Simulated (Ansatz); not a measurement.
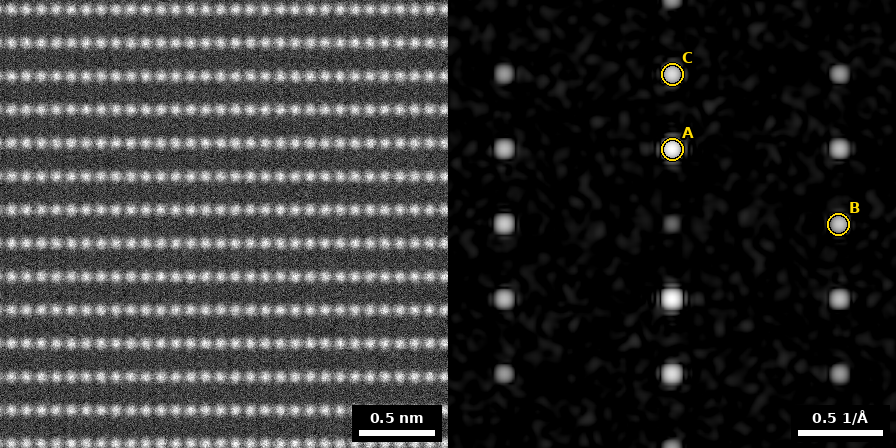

Phase-contrast TEM-like image of a crystal. Simulated in the weak-phase-object approximation with neutral-atom potentials: 300 kV, Cs = −15 µm, defocus +65 Å (negative is underfocus), defocus spread 12 Å, aperture 1.46 1/Å. Shot noise was added.

The right panel is the modulus of the image's Fourier transform on a logarithmic scale.

### Which lattice spacings do the marked spots stand for, and what angle do A and B enclose?

A: 2.2 Å, B: 1.0 Å, C: 1.1 Å; A and B enclose about 90°.

The crystal is Fe (Pm-3m, No. 221) along [210]; the spots are (0 0 -1), (1 -2 0) and (0 0 -2). Structure: the geometry given to an electronic-structure calculation, possibly off equilibrium; the starting structure was generated, so it need not be a known form of this composition.
